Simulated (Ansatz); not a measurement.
# Electron scattering at the Σ5 (210) boundary in fcc Cu with Re (substitutional), part 2 of 2

Aim: the relaxed structure and the specific resistance of the Σ5 (210) boundary in fcc Cu with Re (substitutional).

Ansatz 0.2.0; Ansatz plane-wave DFT, PBE, PAW files; relaxation of a bicrystal slab with its lowest layers held; PAW set soft_1 (the session's first sound run).

So far. Step 2 (Relaxing the bicrystal): The largest force component on a free atom ends at 0.0090 eV/Å, under the tolerance of 0.03, after 22 steps.

### Step 3. Transmission across the boundary

This step: Ansatz plane-wave DFT, PBE, PAW files; ballistic transport by layer matching (Landauer), zero bias; boundary relaxed in a short slab, bulk layers laid on; PAW set soft_1 (Ansatz 0.2.0).

System of this step: Σ5 (210) boundary in fcc Cu with Re (substitutional). The cell holds 53 atoms: 52 Cu and 1 Re. Cell: a = 4.427 Å, b = 3.615 Å, c = 50.619 Å, α = 90.0°, β = 90.0°, γ = 65.9°. It derives from Cu. Regions: lower grain, 22 atoms (22 Cu); boundary, 14 atoms (13 Cu and 1 Re); upper grain, 17 atoms (17 Cu). Vacuum lies along c.

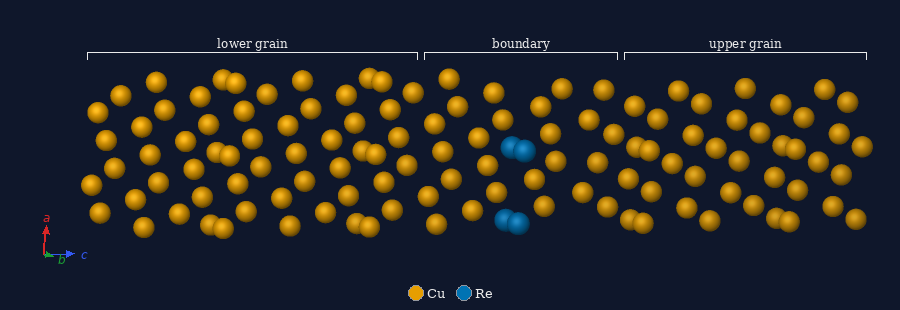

The cell of this step (copper orange, rhenium blue). 2×1×1 cells are drawn. Some periodic images of atoms are drawn too.

input.yaml

```yaml
crystal:
  lattice:
    - [4.4274037203, 0.0, 0.0]
    - [1.4758012401, 3.2999918941, 0.0]
    - [0.0, 0.0, 50.6189047474]
  atoms:
    - { symbol: Cu, position: [-17.3999999996, 8.6999999998, 0.0790218599] }
    - { symbol: Cu, position: [-16.7999999996, 8.3999999998, 0.0949907876] }
    - { symbol: Cu, position: [-16.1999999996, 8.0999999998, 0.1109597153] }
    - { symbol: Cu, position: [-15.5999999996, 7.7999999998, 0.126928643] }
    - { symbol: Cu, position: [-14.9999999996, 7.4999999998, 0.1428975707] }
    - { symbol: Cu, position: [-14.3999999997, 7.1999999998, 0.1588664984] }
    - { symbol: Cu, position: [-13.7999999997, 6.8999999998, 0.174835426] }
    - { symbol: Cu, position: [-13.1999999997, 6.5999999998, 0.1908043537] }
    - { symbol: Cu, position: [-12.5999999997, 6.2999999998, 0.2067732814] }
    - { symbol: Cu, position: [-11.9999999997, 5.9999999998, 0.2227422091] }
    - { symbol: Cu, position: [-11.3999999997, 5.6999999998, 0.2387111368] }
    - { symbol: Cu, position: [-10.7999999997, 5.3999999998, 0.2546800645] }
    - { symbol: Cu, position: [-10.1999999998, 5.0999999999, 0.2706489922] }
    - { symbol: Cu, position: [-9.5999999998, 4.7999999999, 0.2866179199] }
    - { symbol: Cu, position: [-8.9999999998, 4.4999999999, 0.3025868476] }
    - { symbol: Cu, position: [-8.3999999998, 4.1999999999, 0.3185557752] }
    - { symbol: Cu, position: [-7.7999999998, 3.8999999999, 0.3345247029] }
    - { symbol: Cu, position: [-7.1999999998, 3.5999999999, 0.3504936306] }
    - { symbol: Cu, position: [-6.5999999998, 3.2999999999, 0.3664625583] }
    - { symbol: Cu, position: [-5.9999999999, 2.9999999999, 0.382431486] }
    - { symbol: Cu, position: [-5.3999999999, 2.6999999999, 0.3984004137] }
    - { symbol: Cu, position: [-4.7999999999, 2.3999999999, 0.4143693414] }
    - { symbol: Cu, position: [0.8000000001, 0.0999999999, 0.4303382691] }
    - { symbol: Cu, position: [0.4028597834, 0.7985701083, 0.4468769233] }
    - { symbol: Cu, position: [0.0037853497, 0.4981073251, 0.4626720539] }
    - { symbol: Cu, position: [0.6074999136, 0.1962500432, 0.4788336702] }
    - { symbol: Cu, position: [0.2072867578, 0.8963566211, 0.4951507857] }
    - { symbol: Cu, position: [0.8113105275, 0.5943447362, 0.5116325332] }
    - { symbol: Cu, position: [0.4226022141, 0.2886988929, 0.5282399323] }
    - { symbol: Re, position: [0.023999862, -0.011999931, 0.5451814521] }
    - { symbol: Cu, position: [0.6174947404, 0.6912526298, 0.5628593467] }
    - { symbol: Cu, position: [-0.1658454238, 1.0829227119, 0.5930209752] }
    - { symbol: Cu, position: [0.2301942162, 0.3849028919, 0.5803715744] }
    - { symbol: Cu, position: [0.4344264423, 0.7827867789, 0.6156030965] }
    - { symbol: Cu, position: [0.8105959335, 1.0947020332, 0.638670591] }
    - { symbol: Cu, position: [1.2127362782, 0.3936318609, 0.6495063694] }
    - { symbol: Cu, position: [-4.3872637218, 2.6936318609, 0.6654752971] }
    - { symbol: Cu, position: [-4.9872637218, 2.9936318609, 0.6814442248] }
    - { symbol: Cu, position: [-5.5872637218, 3.2936318609, 0.6974131524] }
    - { symbol: Cu, position: [-6.1872637217, 3.5936318609, 0.7133820801] }
    - { symbol: Cu, position: [-6.7872637217, 3.8936318609, 0.7293510078] }
    - { symbol: Cu, position: [-7.3872637217, 4.1936318608, 0.7453199355] }
    - { symbol: Cu, position: [-7.9872637217, 4.4936318608, 0.7612888632] }
    - { symbol: Cu, position: [-8.5872637217, 4.7936318608, 0.7772577909] }
    - { symbol: Cu, position: [-9.1872637217, 5.0936318608, 0.7932267186] }
    - { symbol: Cu, position: [-9.7872637217, 5.3936318608, 0.8091956463] }
    - { symbol: Cu, position: [-10.3872637216, 5.6936318608, 0.825164574] }
    - { symbol: Cu, position: [-10.9872637216, 5.9936318608, 0.8411335016] }
    - { symbol: Cu, position: [-11.5872637216, 6.2936318608, 0.8571024293] }
    - { symbol: Cu, position: [-12.1872637216, 6.5936318608, 0.873071357] }
    - { symbol: Cu, position: [-12.7872637216, 6.8936318608, 0.8890402847] }
    - { symbol: Cu, position: [-13.3872637216, 7.1936318608, 0.9050092124] }
    - { symbol: Cu, position: [-13.9872637216, 7.4936318607, 0.9209781401] }
kpoints:
  mp_grid: { grid: [8, 8, 1] }
hamiltonian:
  xc: pbe
  pseudopotentials: { kind: paw, azcp: { folder: soft_1 } }
scf:
  occupations: { method: fermi_dirac, width: 0.1 }
output:
  transmission:
    leads: [[12, 13], [43, 44]]
    kmesh: [20, 20]
    e_range: [-0.1, 0.1]
    de: 0.05
  write_potential: true
  write_density: true
  volumetric_format: npy
  elf: true
```

Launch:

```bash
ansatz run input.yaml --threads 4 --pin off --max-ram 15360MiB --backend cpu --events-out ev --progress --plain --runs-dir out
```

Numbers of over 12 decimals in the logs are rounded to 6 here.

The program printed:

```text
[...]
Crystal: 53 atoms, lattice volume = 739.562 Å³
Basis set: ecut = 420 eV, 14479 PW (Γ)
Bands: 602, of which v1, the nominal top of the filled ones, is band 502 counted from 1 (501 counted from 0)
Symmetry: 2 space group operations
[...]
k-points: 21 of 64 (time reversal used)
[...]
SCF iter   1: F=—  HF=-355424.420275 eV  |F-HF|=—  |Δ(HF+E_count)|=         —  Δρ=2.55e-1  dr2=5.04e2  ethr=3.10e-3  ⟨swp⟩=5.0  Hψ=39698  notcnv=0  defer=1204
[...]
SCF iter  19: F=-355373.223972 eV  HF=-355373.223972 eV  |F-HF|=2.27e-9  |Δ(HF+E_count)|=   2.56e-9  Δρ=5.03e-7  dr2=3.62e-9  ethr=1.00e-12  ⟨swp⟩=1.9  Hψ=33422  notcnv=0
SCF 1 converged in 19 iterations: F = -355373.223972 eV  dr2 = 3.62e-9
[...]
transmission: 479 of 4773 steps passed
transmission: 956 of 4773 steps passed
[...]
transmission: 4773 of 4773 steps passed
WARN: The input density's exchange-correlation potential varies sharply where the density is thin. Do not read a vacuum level from v_tot or v_xc, or from such a field of the output density. On a cell that repeats whose density bears no net charge and no dipole along the vacuum's axis use v_es (v_loc + v_h of the components); under efield.dipole_correction with no amplitude use v_es + v_field, which holds any external [...]
SCF converged after 19 iterations
an eigenvalue changed by more than its tolerance at an iteration that met the thresholds in force, so the SCF went on 2 times: the last check was not made
the last check of whether an eigenvalue changes by more than its tolerance under the output density was not made (no_room)
Free energy (F): -355373.223972 eV
[...]
Internal energy: -355372.576857 eV  (E = F + TS)
E sigma→0 (E₀):  -355372.900415 eV
Entropy (-TS):   -0.647115 eV (-12.210 meV/atom)
Fermi energy:    13.451924 eV
[...]
--- Band table (eV; the first three rows and the last of 21) ---
  k-point 0: bands = [... 498 lower, 14.9484, 14.9664, 15.0375, 15.1035, 15.2149, 15.2755, 15.3745, 15.4600, ... 96 higher]
  k-point 1: bands = [... 498 lower, 14.7304, 14.7595, 14.8064, 14.8959, 14.9572, 15.1463, 15.1646, 15.2646, ... 96 higher]
  k-point 2: bands = [... 498 lower, 14.3204, 14.3374, 14.3682, 14.3952, 14.4499, 14.5260, 14.5553, 14.6916, ... 96 higher]
  k-point 20: bands = [... 498 lower, 12.5615, 12.6232, 12.8357, 12.9120, 13.1253, 13.2639, 13.3046, 13.4104, ... 96 higher]
--- Transmission ---
  basis      : 131 plane waves across, 43 finite elements along
  points     : 111, standing for a mesh of 20 x 20
  energies   : 5 from -0.100000 to 0.100000 eV about the Fermi level, 0.050000 eV apart; the leads are filled to 0.000000 eV, and channels, transmission and decay are at 0.000000 eV
  crystal 0  : Cu3, at the sites [12, 13], period 2.4250 Å, over 18.59 Å; its Hamiltonian steps by up to 6.7 meV
    offset         : up to 0.0000 Å between an atom of the period and one for which it stands
    channels       : 2.127500e0 a spin
    conductance    : none, the energies end too early or step too widely for 300 K: set another output.transmission.e_range or a lower de, or, where they end at an eighth of basis.ecutwfc, a higher one
[...]
channels       : 2.132500e0 a spin
[...]
junction   : crystal 0 to crystal 1, 13.00 to 37.62 Å
    transmission   : 9.409908e-1 a spin
[...]
```

Elapsed: 39 min, on 4 threads of Arm Neoverse V1, shared host; peak memory 10 GiB.

In the SCF lines HF is the Harris–Foulkes energy and dr2 the Hartree energy of the density residual, in eV; the loop may stop once dr2 is under the threshold and the program's other checks hold. Hψ counts applications of the Hamiltonian.

Numbers from this step:

| Item | Value |
| --- | --- |
| free energy | -355373.2240 eV |
| energy at zero smearing | -355372.9004 eV |
| Fermi energy | 13.45 eV |
| cell area | 14.61 Å² |
| transmission per spin nearest the Fermi level | 0.9410 |
| open channels per spin nearest the Fermi level | 2.127 |
| open channels per spin, upper lead | 2.132 |
| step of the lead's potential | 6.7 meV |
| step of the upper lead's potential | 9.5 meV |

Per spin. The transmission, zone mean by energy, zero at the Fermi level:

```csv
energy (eV),"transmission, zone mean"
-0.1000,0.869
-0.0500,0.900
0.0000,0.941
0.0500,0.962
0.1000,0.958
```

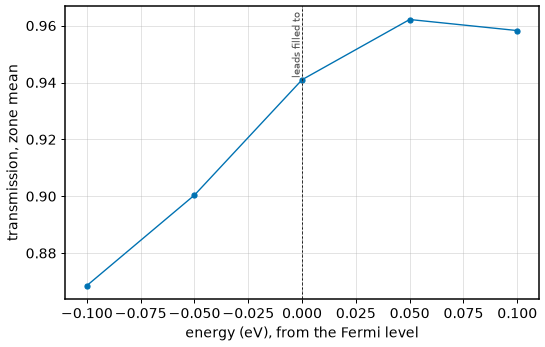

Transmission, zone mean, plotted against energy.

Per spin. Table of open channels, zone mean by energy, zero at the Fermi level:

```csv
energy (eV),lead,upper lead
-0.1000,2.14,2.14
-0.0500,2.12,2.12
0.0000,2.13,2.13
0.0500,2.15,2.14
0.1000,2.15,2.14
```

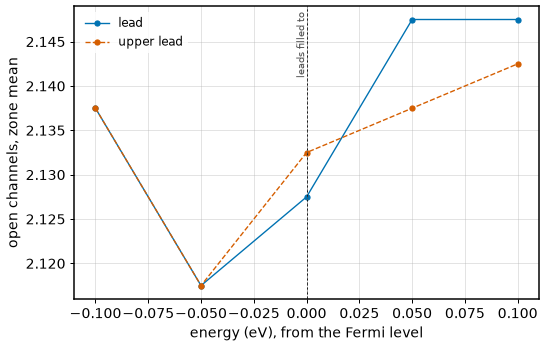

Open channels, zone mean against energy.

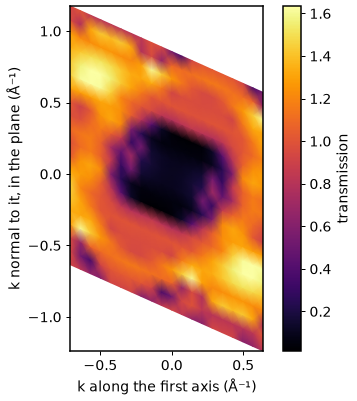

Transmission over k1 and k2. At 0.0000 eV from the Fermi level.

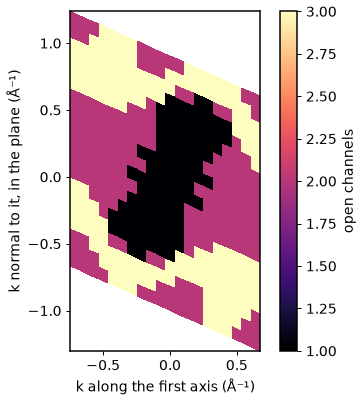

Open channels over k1 and k2. At 0.0000 eV from the Fermi level.

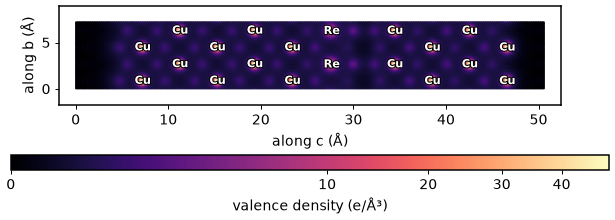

Valence density in the cb plane at fractional x = 0.000, with atoms of Cu and Re within 0.2 Å of it. It is the smooth field of the valence electrons, not physical close to the nuclei. The map starts off the cell's origin, so that atoms lie inside it. The colour scale is stretched toward low values.

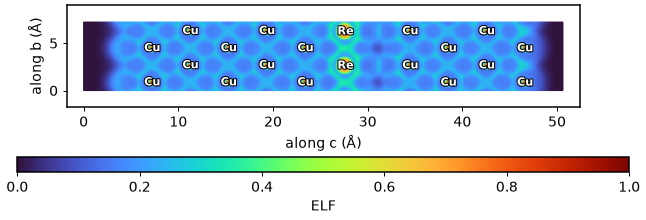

ELF in the cb plane at fractional x = 0.000, with atoms of Cu and Re within 0.2 Å of it. It is the smooth field of the valence electrons, not physical close to the nuclei. The map starts off the cell's origin, so that atoms lie inside it.

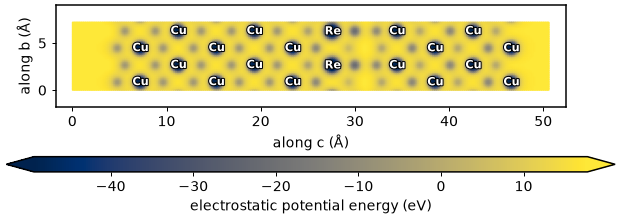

Electrostatic potential energy in the cb plane at fractional x = 0.000, with atoms of Cu and Re within 0.2 Å of it. With pseudopotentials it is smooth inside the atoms' cores, unlike the true potential. The map starts off the cell's origin, so that atoms lie inside it.

Over the solved energies the transmission per spin lies between 0.869 and 0.962, out of 2.14 channels of the lead on average (up to 2.15).

### Step 4. Specific resistance

This step: Ansatz plane-wave DFT, PBE, PAW files; ballistic transport by layer matching (Landauer), zero bias; specific resistance of the boundary; PAW set soft_1 (Ansatz 0.2.0).

Numbers from this step:

* area resistance: 1.153 fΩ m²
* T over the leads' mean channel count: 0.4339

Averaged over the energies near the Fermi level, 43.4 % of the channels pass, which makes 1.15 fΩ m².

By hand, with T and the leads' channels N averaged over the energies near the Fermi level: RA = A (h/2e²)(1/T − ½[1/N₁ + 1/N₂]) = 14.61×10⁻²⁰ m² × 12 906 Ω × (1/0.9261 − ½[1/2.136 + 1/2.134]) = 1.15 fΩ m².

### Step 5. Outcome

- specific resistance of the boundary: 1.15 fΩ m²
- share of channels that pass: 0.434

In words: The boundary has a specific resistance of 1.2 fΩ m². The boundary reflects 57 % of the channels; 1.2 fΩ m² is 12×10⁻¹² Ω·cm². That equals the resistance of 67 nm of bulk Cu at 300 K (measured 1.725 µΩ cm, CRC Handbook of Chemistry and Physics, 84th ed., 2003, Electrical Resistivity of Pure Metals). One Re in 14.6 Å² of boundary is a high coverage. In the relaxation the upper grain slid sideways by about 2.4 Å, so the result belongs to the position that it found, not to the starting one. Each plane of this narrow cell holds one atom, so the solute fills a whole plane. One starting structure was relaxed; another shift or atom count at the boundary may lie lower. Spin-orbit coupling is left out, which matters for Re.

[Logs are printed without paths, hosts, clocks, repeated set-up lines and the standing remarks that a program may print on its own settings, such as how far it seeks lower states.]

[Hosts, paths, dates, database ids (printed as entryN), source tags and the programs' standing remarks are cut or masked in the printed files.]
